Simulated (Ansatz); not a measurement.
## Electronic structure of SiO₂ in real space

```cif
data_structure
_symmetry_space_group_name_H-M 'P 1'
_symmetry_Int_Tables_number 1
_cell_length_a 4.8020
_cell_length_b 4.8020
_cell_length_c 7.2938
_cell_angle_alpha 90.000
_cell_angle_beta 90.000
_cell_angle_gamma 90.000
_cell_volume 168.19
loop_
_atom_site_label
_atom_site_type_symbol
_atom_site_fract_x
_atom_site_fract_y
_atom_site_fract_z
_atom_site_occupancy
Si1 Si 0.00000 0.00000 0.00000 1
Si2 Si 0.50000 0.50000 0.50000 1
Si3 Si 0.00000 0.50000 0.25000 1
Si4 Si 0.50000 0.00000 0.75000 1
O1 O 0.25000 0.61895 0.37500 1
O2 O 0.75000 0.11895 0.87500 1
O3 O 0.11895 0.25000 0.12500 1
O4 O 0.61895 0.75000 0.62500 1
O5 O 0.75000 0.38105 0.37500 1
O6 O 0.25000 0.88105 0.87500 1
O7 O 0.38105 0.25000 0.62500 1
O8 O 0.88105 0.75000 0.12500 1
```

Space group I-42d; changed on purpose from its base cell (volume × 0.94, shape and atoms relaxed).

Method: DFT r2SCAN, scalar-relativistic, plane waves, PAW (Ansatz 0.2.0).

Core electrons are frozen (PAW), and the valence fields are smoothed inside the atomic spheres.

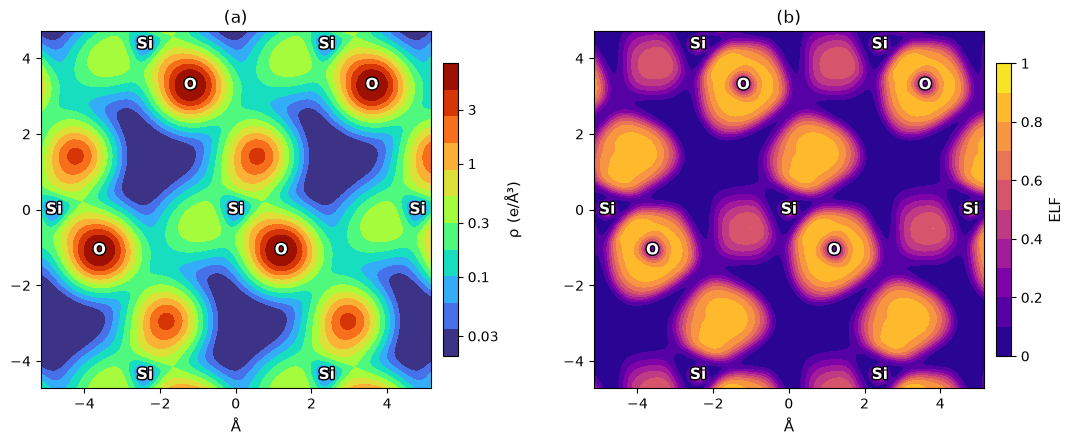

Figure 1. (a) valence electron density; (b) ELF on the (101̄) plane of the conventional cell.

Question: Describe what can be read from this map.

Answer: The plane passes through Si and O nuclei. Atoms just off the plane (O, 0.5 Å away) can leave unmarked features too. Si–O (1.61 Å): the density is about 1.3 e/Å³ at the midpoint; the ELF peaks at about 0.85 between the atoms, as expected for a shared but strongly polarised pair. Between the atoms the lowest density in this plane is 0.006 e/Å³. The ELF also peaks beside O, away from the bonds: lone-pair regions.

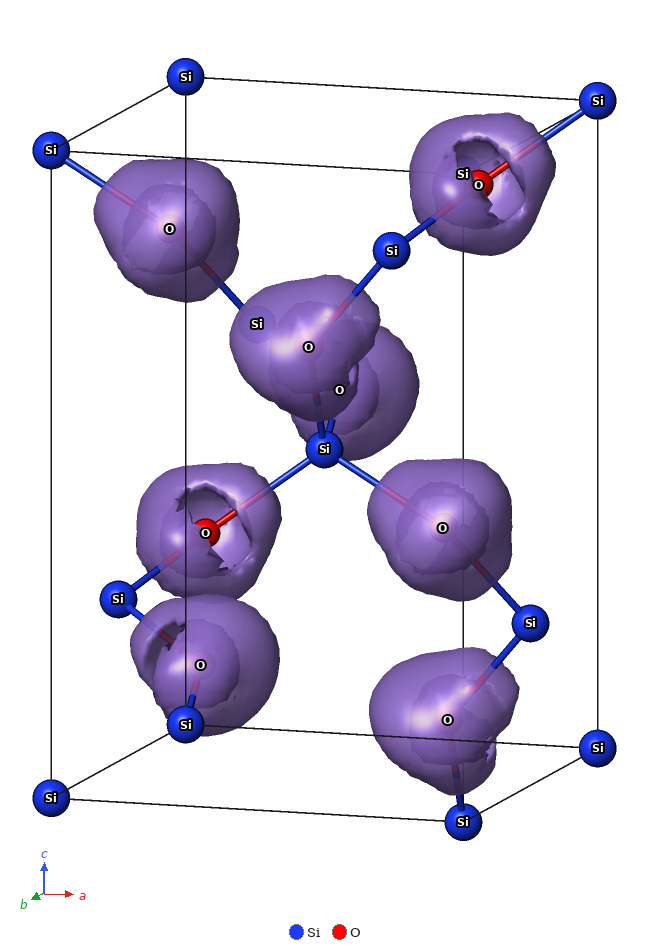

Figure 2. Isosurface of the ELF at 0.8 (purple), seen at an oblique angle. Core shells and regions of very low density are left out. Sticks mark near contacts.

Question: Describe the localisation domains.

Answer: At this value the surface marks out eight regions on O in which the atom's valence shell and bonds are merged, counted in one cell of 12 atoms. Regions shared between cells count once.

Question: Does the calculation give a band gap?

Answer: It is gapped, with a Kohn–Sham gap of 6.8 eV on the k-point mesh, an upper bound to the gap of this method.
